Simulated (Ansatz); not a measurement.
A structure file:

```
Si O
1.0
     3.85057    0.00000    0.00000
     0.00000    3.85057    0.00000
     0.00000    0.00000    2.56200
Si O
2 4
Direct
  0.50000 0.50000 0.50000
  0.00000 0.00000 0.00000
  0.69389 0.69389 0.00000
  0.19389 0.80611 0.50000
  0.30611 0.30611 0.00000
  0.80611 0.19389 0.50000
```

Before looking at a picture, describe the arrangement of atoms.

Chemical formula SiO2. It is primitive tetragonal, space group P4_2/mnm (No. 136). Prototype: rutile. One cell contains 2 Si, 4 O, 6 atoms in all. Taking every contact within bonding distance, one finds Si 8 and O 3.

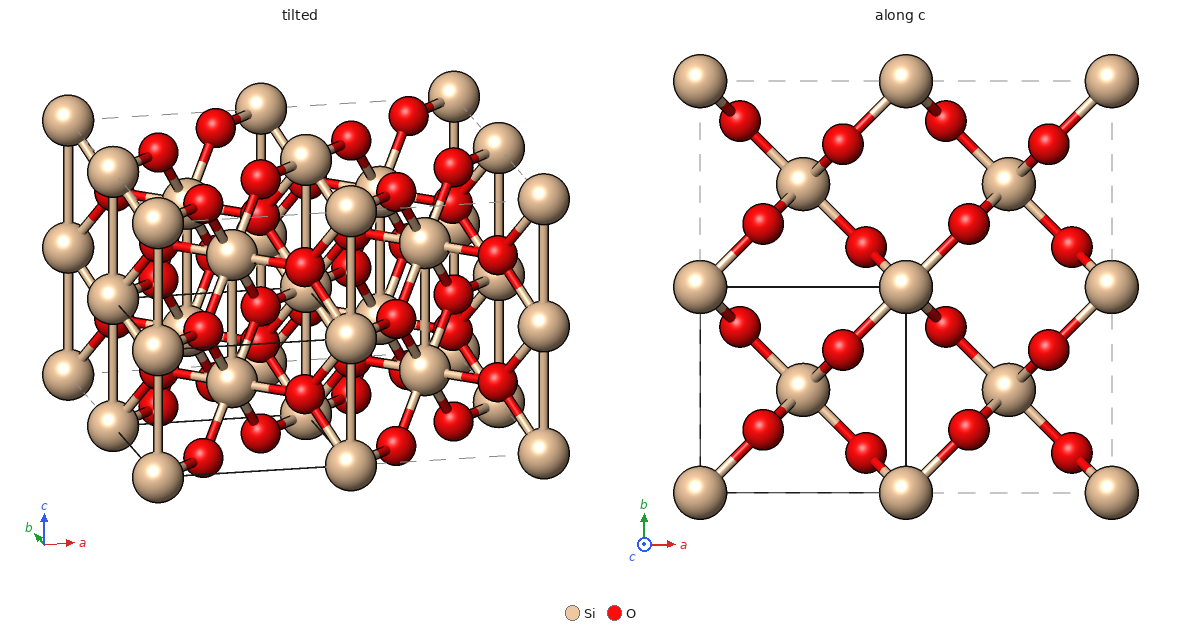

Crystal structure, ball-and-stick style, seen slightly off an axis and along the c axis. A block of 2×2×2 cells is shown, with one conventional unit cell in solid outline.

Provenance: a structure listed in the Materials Project. The cell was then strained or its atoms displaced on purpose. Ansatz was used for an electronic-structure calculation on it.

At this level of theory the run's own cell isn't at rest (compressed, at 104 GPa and forces up to 1.7 eV/Å), so its distances can differ from those at equilibrium, the more so the softer the solid.
